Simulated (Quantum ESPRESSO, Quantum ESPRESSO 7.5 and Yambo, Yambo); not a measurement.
## Quasiparticle gap of BAs (F-43m) in Yambo

How does a plane-wave GW calculation on BAs (F-43m) run from the first input to the gap?

Calculated with Quantum ESPRESSO 7.5 and Yambo 5.3.0; PBE and many-body steps on it, plane waves.

**Experimental background.**

- Gap 4.12 eV: direct gap from square of absorption coefficient, average of two samples; spectroscopic ellipsometry; 300 K; bulk crystal (CVT-grown opaque bulk crystals) (“Optical properties of cubic boron arsenide”, 2019, arxiv:1911.04914).

- Gap 1.82 eV: indirect gap from Tauc plot of optical absorption; UV-visible absorption, indirect Tauc plot; 300 K; bulk crystal (three thin as-grown single crystals with the same absorption edge) (“Photoluminescence mapping and time-domain thermo-photoluminescence for rapid imaging and measurement of thermal conductivity of boron arsenide”, 2019, arxiv:1910.07149).

- Gap 2.02 eV: indirect gap from square root of absorption coefficient, average of three samples; transmission and reflection spectroscopy; 300 K; bulk crystal (CVT-grown platelets about 10 um thick) (“Optical properties of cubic boron arsenide”, 2019, arxiv:1911.04914).

Report form: the programs' logs are mostly left out.

## (1) Set-up

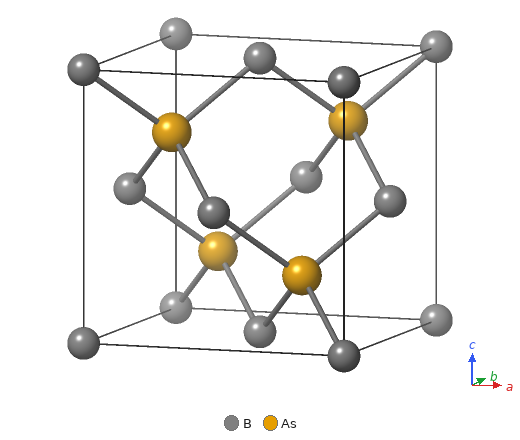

The cell as given, slightly off an axis (boron grey, arsenic orange). This picture shows the conventional cell, with its axes. Bonds to atoms that aren't drawn are left out. Some periodic images of atoms are drawn too.

Coordinates:

```cif
data_structure
_symmetry_space_group_name_H-M 'P 1'
_symmetry_Int_Tables_number 1
_cell_length_a 3.3778
_cell_length_b 3.3778
_cell_length_c 3.3778
_cell_angle_alpha 60.000
_cell_angle_beta 60.000
_cell_angle_gamma 60.000
_cell_volume 27.25
loop_
_atom_site_label
_atom_site_type_symbol
_atom_site_fract_x
_atom_site_fract_y
_atom_site_fract_z
_atom_site_occupancy
B1 B 0.00000 0.00000 0.00000 1
As2 As 0.25000 0.25000 0.25000 1
```

The cell and positions come from the Crystallography Open Database and are kept as given unless a step says otherwise.

## (2) Ground state

This step: Quantum ESPRESSO 7.5; DFT, PBE, plane waves, norm-conserving pseudopotentials.

The ground-state density comes first.

pw.in

```
&control
  calculation = 'scf'
  prefix = 'x'
  outdir = 'o'
  pseudo_dir = 'pseudo'
/
&system
  ibrav = 0
  nat = 2
  ntyp = 2
  ecutwfc = 100.0
  nbnd = 18
  force_symmorphic = .true.
/
&electrons
  conv_thr = 1e-10
  electron_maxstep = 80
  mixing_beta = 0.5
/
ATOMIC_SPECIES
  B 10.81 B.upf
  As 74.922 As.upf
CELL_PARAMETERS angstrom
  -0.0000000000 2.3885000000 2.3885000000
  2.3885000000 -0.0000000000 2.3885000000
  2.3885000000 2.3885000000 -0.0000000000
ATOMIC_POSITIONS crystal
  B 0.0000000000 0.0000000000 0.0000000000
  As 0.2500000000 0.2500000000 0.2500000000
K_POINTS automatic
  8 8 8 0 0 0
```

The run is started by

```
OMP_NUM_THREADS=1 mpirun -n 4 pw.x -nk 4 -in pw.in > pw.out
```

Wall time 11 s (4 MPI ranks of Arm Neoverse V1, shared host); peak memory 0.26 GiB; 43 s of CPU time.

Numbers from this step:

```
total energy               : -8386.4857 eV
gap                        : 1.207 eV
k of the valence top       : 0, 0, 0
k of the conduction bottom : 0, 0.375, 0.375
least direct gap           : 3.289 eV
```

The gap is indirect, with the least direct gap 2.08 eV higher.

## (3) Bands along the symmetry lines

Levels along a band path, at the cheap level, show where the edges lie and whether the meshes to come will hold them.

pw.in

```
&control
  calculation = 'bands'
  prefix = 'x'
  outdir = 'o'
  pseudo_dir = 'pseudo'
/
&system
  ibrav = 0
  nat = 2
  ntyp = 2
  ecutwfc = 100.0
  nbnd = 19
  force_symmorphic = .true.
/
&electrons
  conv_thr = 1e-9
  electron_maxstep = 80
  diago_full_acc = .true.
  diago_thr_init = 5e-6
/
ATOMIC_SPECIES
  B 10.81 B.upf
  As 74.922 As.upf
CELL_PARAMETERS angstrom
  -0.0000000000 2.3885000000 2.3885000000
  2.3885000000 -0.0000000000 2.3885000000
  2.3885000000 2.3885000000 -0.0000000000
ATOMIC_POSITIONS crystal
  B 0.0000000000 0.0000000000 0.0000000000
  As 0.2500000000 0.2500000000 0.2500000000
K_POINTS crystal
  50
  0.00000000 0.00000000 0.00000000 1
  -0.06250000 -0.06250000 0.00000000 1
  -0.12500000 -0.12500000 0.00000000 1
  -0.18750000 -0.18750000 0.00000000 1
  -0.25000000 -0.25000000 0.00000000 1
  -0.31250000 -0.31250000 0.00000000 1
  -0.37500000 -0.37500000 0.00000000 1
  -0.43750000 -0.43750000 0.00000000 1
  -0.50000000 -0.50000000 0.00000000 1
  -0.48437500 -0.48437500 0.03125000 1
  -0.46875000 -0.46875000 0.06250000 1
  -0.45312500 -0.45312500 0.09375000 1
  -0.43750000 -0.43750000 0.12500000 1
  -0.42187500 -0.42187500 0.15625000 1
  -0.40625000 -0.40625000 0.18750000 1
  -0.39062500 -0.39062500 0.21875000 1
  -0.37500000 -0.37500000 0.25000000 1
  -0.37500000 0.00000000 0.37500000 1
  -0.32812500 0.00000000 0.32812500 1
  -0.28125000 0.00000000 0.28125000 1
  -0.23437500 0.00000000 0.23437500 1
  -0.18750000 0.00000000 0.18750000 1
  -0.14062500 0.00000000 0.14062500 1
  -0.09375000 0.00000000 0.09375000 1
  -0.04687500 0.00000000 0.04687500 1
  0.00000000 0.00000000 0.00000000 1
  0.00000000 0.00000000 0.06250000 1
  0.00000000 0.00000000 0.12500000 1
  0.00000000 0.00000000 0.18750000 1
  0.00000000 0.00000000 0.25000000 1
  0.00000000 0.00000000 0.31250000 1
  0.00000000 0.00000000 0.37500000 1
  0.00000000 0.00000000 0.43750000 1
  -0.00000000 -0.00000000 0.50000000 1
  -0.06250000 -0.03125000 0.46875000 1
  -0.12500000 -0.06250000 0.43750000 1
  -0.18750000 -0.09375000 0.40625000 1
  -0.25000000 -0.12500000 0.37500000 1
  -0.31250000 -0.15625000 0.34375000 1
  -0.37500000 -0.18750000 0.31250000 1
  -0.43750000 -0.21875000 0.28125000 1
  -0.50000000 -0.25000000 0.25000000 1
  -0.50000000 -0.28125000 0.21875000 1
  -0.50000000 -0.31250000 0.18750000 1
  -0.50000000 -0.34375000 0.15625000 1
  -0.50000000 -0.37500000 0.12500000 1
  -0.50000000 -0.40625000 0.09375000 1
  -0.50000000 -0.43750000 0.06250000 1
  -0.50000000 -0.46875000 0.03125000 1
  -0.50000000 -0.50000000 0.00000000 1
```

Wall time 4.3 s (4 MPI ranks); peak memory 0.21 GiB; 17 s of CPU time.

This step gave:

* gap: 1.207 eV
* k of the valence top: 0, 0, 0
* k of the conduction bottom: -0.375, -0.375, 0
* least direct gap: 3.289 eV

The gap is 1.207 eV, as in the run before at this level.

Electronic bands along the path, in eV, zero at the top of the highest filled band:

| point | band 10 | band 11 | band 12 | band 13 | band 14 | band 15 | band 16 | band 17 |
| --- | --- | --- | --- | --- | --- | --- | --- | --- |
| Γ | -15.40 | 0.00 | 0.00 | 0.00 | 3.29 | 3.29 | 3.29 | 4.69 |
| X | -11.22 | -8.51 | -4.07 | -4.07 | 1.45 | 1.46 | 11.39 | 11.39 |
| U | -11.26 | -8.13 | -5.94 | -3.48 | 2.06 | 5.56 | 9.24 | 9.78 |
| jump to K | -11.26 | -8.13 | -5.94 | -3.48 | 2.06 | 5.56 | 9.24 | 9.78 |
| Γ | -15.40 | 0.00 | 0.00 | 0.00 | 3.29 | 3.29 | 3.29 | 4.69 |
| L | -12.53 | -8.77 | -1.82 | -1.82 | 2.70 | 4.80 | 4.80 | 8.90 |
| W | -11.06 | -8.05 | -5.48 | -5.19 | 5.27 | 5.95 | 6.83 | 7.06 |
| X | -11.22 | -8.51 | -4.07 | -4.07 | 1.45 | 1.46 | 11.39 | 11.39 |

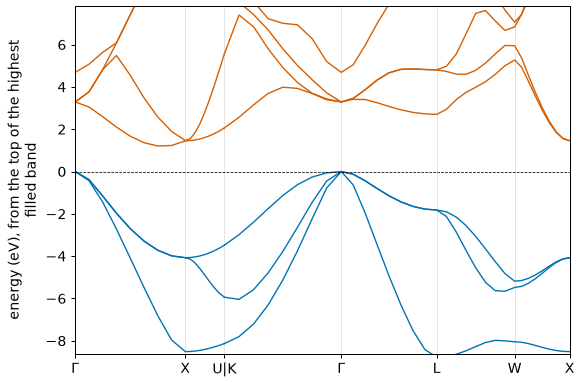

Electronic bands along the path; lines of filled and empty bands in two colours.

## (4) Empty states on the mesh, 4×4×4 mesh, 126 bands

The sums over transitions need many empty states on a uniform mesh; this step solves for them.

pw.in

```
&control
  calculation = 'nscf'
  prefix = 'x'
  outdir = 'o'
  pseudo_dir = 'pseudo'
/
&system
  ibrav = 0
  nat = 2
  ntyp = 2
  ecutwfc = 100.0
  nbnd = 126
  force_symmorphic = .true.
/
&electrons
  conv_thr = 1e-9
  electron_maxstep = 80
  diago_full_acc = .true.
  diago_thr_init = 5e-6
/
ATOMIC_SPECIES
  B 10.81 B.upf
  As 74.922 As.upf
CELL_PARAMETERS angstrom
  -0.0000000000 2.3885000000 2.3885000000
  2.3885000000 -0.0000000000 2.3885000000
  2.3885000000 2.3885000000 -0.0000000000
ATOMIC_POSITIONS crystal
  B 0.0000000000 0.0000000000 0.0000000000
  As 0.2500000000 0.2500000000 0.2500000000
K_POINTS automatic
  4 4 4 0 0 0
```

It took 7.7 s on 4 MPI ranks; peak memory 0.33 GiB; 30 s of CPU time.

Numbers from this step:

| Property | Result |
| --- | --- |
| gap | 1.451 eV |
| k of the valence top | 0, 0, 0 |
| k of the conduction bottom | 0, -0.5, -0.5 |
| least direct gap | 3.289 eV |
| k points computed | 8 |
| lowest point of the top converged band, above the valence top | 133.3210 eV |

On this mesh the gap is 1.451 eV. The earlier step found 1.207 eV, so this mesh misses an edge.

## (5) Conversion and set-up

This step: Yambo 5.3.0; conversion and set-up on PBE, plane waves, norm-conserving pseudopotentials.

The states are converted to the many-body program's format and the q mesh is built.

The run is started by

```
(cd o/x.save; p2y > p2y.log; mv SAVE ../..); yambo > setup.log
```

The job ended after 2.5 s (1 MPI rank; peak memory 0.24 GiB).

## (6) Screening and self-energy, 4×4×4 mesh, 126 bands, screening to 210.9 eV

Now the one-shot GW correction: screening in the RPA, then the self-energy of the levels asked for.

This step: G0W0 on PBE, plane waves, norm-conserving pseudopotentials.

gw1.in

```
HF_and_locXC
gw0
dyson
ppa
em1d
rim_cut
RandQpts= 1000000
RandGvec= 1 RL
EXXRLvcs= 100 Ry
VXCRLvcs= 400 Ry
Chimod= "HARTREE"
% BndsRnXp
 1 | 126 |
%
NGsBlkXp= 15.5 Ry
% LongDrXp
 1 | 1 | 1 |
%
% GbndRnge
 1 | 126 |
%
DysSolver= "n"
ExtendOut
PPAPntXp= 27.21138 eV
% QPkrange
 1 | 8 | 10 | 17 |
%
```

The run is started by

```
OMP_NUM_THREADS=1 mpirun -n 4 yambo -F gw1.in -J gw1 -C gw1 > gw1.log
```

Elapsed: 5.5 min, on 4 MPI ranks; peak memory 1.6 GiB; 22 min of CPU time.

Numbers from this step:

* G0W0 gap on the mesh: 1.977 eV
* starting gap on the mesh: 1.451 eV
* k of the valence top: 0, 0, 0
* k of the conduction bottom: 0, -0.5, -0.5
* least direct G0W0 gap on the computed points: 4.129 eV
* Z at the valence top: 0.8055
* Z at the conduction bottom: 0.8156

The gap on the mesh goes from 1.45 eV to 1.98 eV, a correction of +0.53 eV. The start differs from the 1.21 eV found before because the two sample other k points.

Limits: finite bands, cutoff and mesh; no spin-orbit coupling; coarse k mesh. v1 is the top filled band, c1 the lowest empty one. The levels before and after the correction (eV, zero at the valence-band top of each column):

|  | conduction bottom | valence top |
| --- | --- | --- |
| Kohn-Sham | 1.45 | 0.00 |
| G0W0 | 1.98 | 0.00 |

|  | level | energy (eV) |
| --- | --- | --- |
| Kohn-Sham | Γ v3-v1 | 0.000 |
| Kohn-Sham | Γ c1-c3 | 3.289 |
| Kohn-Sham | (0 -0.5 -0.5) v3 | -8.514 |
| Kohn-Sham | (0 -0.5 -0.5) v2-v1 | -4.074 |
| Kohn-Sham | (0 -0.5 -0.5) c1 | 1.451 |
| Kohn-Sham | (0 -0.5 -0.5) c2 | 1.459 |
| Kohn-Sham | (0 -0.5 -0.5) c3 | 11.393 |
| G0W0 | Γ v3-v1 | 0.000 |
| G0W0 | Γ c1-c3 | 4.129 |
| G0W0 | (0 -0.5 -0.5) v3 | -9.038 |
| G0W0 | (0 -0.5 -0.5) v2-v1 | -4.303 |
| G0W0 | (0 -0.5 -0.5) c1 | 1.977 |
| G0W0 | (0 -0.5 -0.5) c2 | 2.064 |
| G0W0 | (0 -0.5 -0.5) c3 | 12.353 |

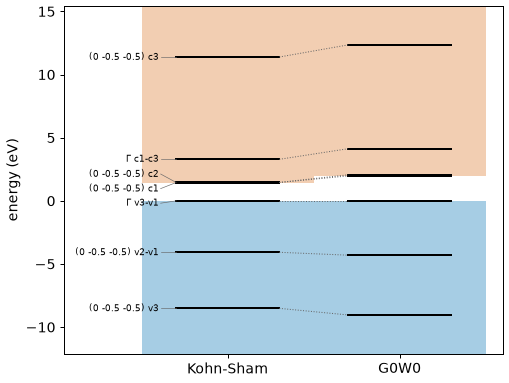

Levels before and after the correction. Shaded: valence and conduction bands.

## (7) Where the time went

Times are wall times on the hardware named with each run, good to a factor of about two.

| step | time | share | memory (GiB) |
| --- | --- | --- | --- |
| ground state | 11 s | 3 % | 0.26 |
| bands along the symmetry lines | 4.3 s | 1 % | 0.21 |
| empty states on the mesh | 7.7 s | 2 % | 0.33 |
| conversion and set-up | 2.5 s | 1 % | 0.24 |
| screening and self-energy | 5.5 min | 93 % | 1.6 |

## (8) What came out

| Quantity | Value |
| --- | --- |
| PBE gap | 1.21 eV, indirect |
| G0W0 gap on the mesh | 1.98 eV |
| G0W0 gap over the zone (rigid shift) | 1.73 eV |
| GW settings | 4×4×4 mesh, 126 bands, screening to 210.9 eV, Godby-Needs plasmon pole |
| known limits | not at the basis limit; no spin-orbit coupling; coarse k mesh |

In words: G0W0 moves the gap on the mesh from 1.45 eV to 1.98 eV (+0.53 eV), with Z of 0.81 and 0.82 at the edges. The mesh misses the band edges by 0.24 eV in all; a rigid shift gives 1.73 eV for the zone. The dearest step here is «screening and self-energy». Against experiment, by G0W0@PBE: the direct gap of 4.13 eV lies +0.01 eV from the measured 4.12 eV (direct, 300 K, 2019); the gap of 1.73 eV lies −0.09 eV from the measured 1.82 eV (indirect, 300 K, 2019); the gap of 1.73 eV lies −0.29 eV from the measured 2.02 eV (indirect, 300 K, 2019). An exciton line or allowed optical edge lies below the quasiparticle gap by the binding energy; a forbidden edge can push the onset above it. The calculation has static nuclei and no excitons; a measured gap holds zero-point and thermal motion, which mostly lowers it. Bands and cutoff are finite, so the gap is not at the basis limit. The miss can reach some tenths of an eV and take either sign; the mesh is an error of its own. A denser mesh or path gives a starting gap of 1.21 eV: the GW mesh misses a band edge, so its gaps are not the fundamental one. The 4×4×4 mesh is coarse for this cell, which bears on the long-range parts of exchange and screening. The many-body steps are scalar-relativistic: spin-orbit coupling is not in them.

[Paths, hosts, dates, memory and timing lines, banners, echoed tables and standing remarks are left out of the program output.]

[Logs are printed without paths, hosts, clocks, repeated set-up lines and the standing remarks that a program may print on its own settings, such as how far it seeks lower states.]

[Runs of the session that timed out or met a known fault of the program may be left out.]

[Hosts, paths, dates, database ids (printed as entryN), source tags and the programs' standing remarks are cut or masked in the printed files.]
